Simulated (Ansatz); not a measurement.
Structure data:

```cif
data_structure
_symmetry_space_group_name_H-M 'F m m 2'
_symmetry_Int_Tables_number 42
_cell_length_a 2.5077
_cell_length_b 6.6790
_cell_length_c 4.3377
_cell_angle_alpha 90.000
_cell_angle_beta 90.000
_cell_angle_gamma 90.000
_cell_volume 72.65
loop_
_atom_site_label
_atom_site_type_symbol
_atom_site_symmetry_multiplicity
_atom_site_Wyckoff_symbol
_atom_site_fract_x
_atom_site_fract_y
_atom_site_fract_z
_atom_site_occupancy
B1 B 4 a 0.50000 0.00000 0.50011 1
N1 N 4 a 0.50000 0.00000 0.16659 1
```

Work out the structure from the coordinates.

Answer. The formula is BN. The space group is Fmm2 (No. 42); the lattice is face-centred orthorhombic. In the cell are 4 B, 4 N, which makes 4 formula units. Each B has three N in a trigonal planar arrangement at 1.45 Å. N is surrounded by three B in a trigonal planar arrangement at 1.45 Å. The bonds build BN layers parallel to (010).

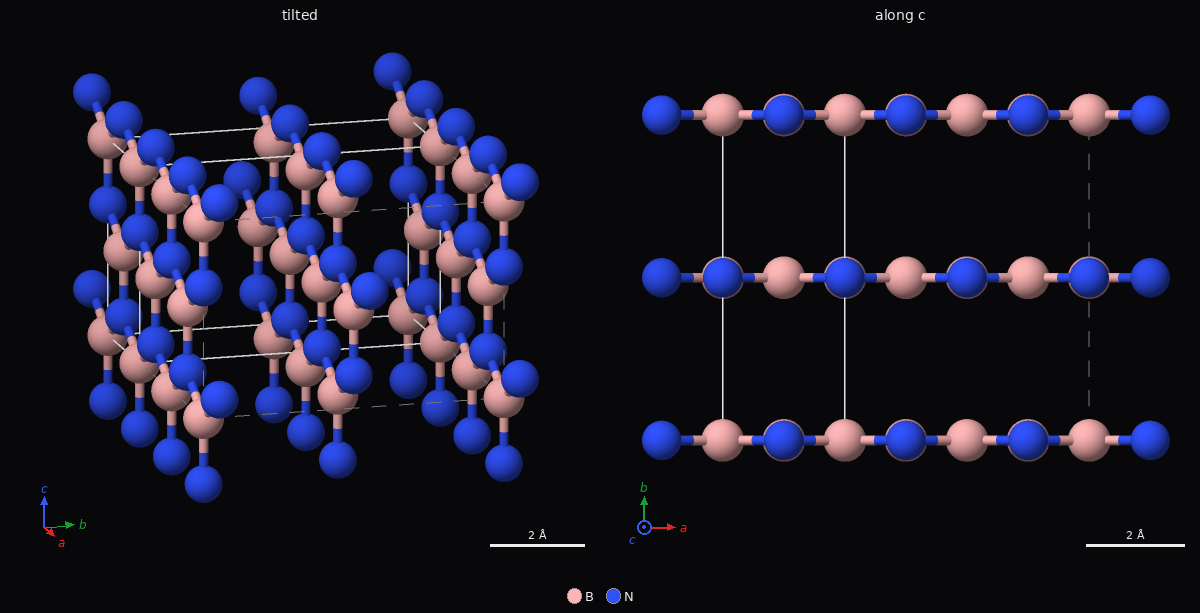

A ball-and-stick rendering, viewed slightly off an axis and along the c axis. The solid frame is a single conventional unit cell within a 3×1×1 block. Some neighbours outside the box are added. Colours: boron pink, nitrogen blue.

The structure was taken from a structure listed in the Materials Project. Earlier steps of the study may have refined or changed the cell and positions. A calculation with Ansatz used it as input.
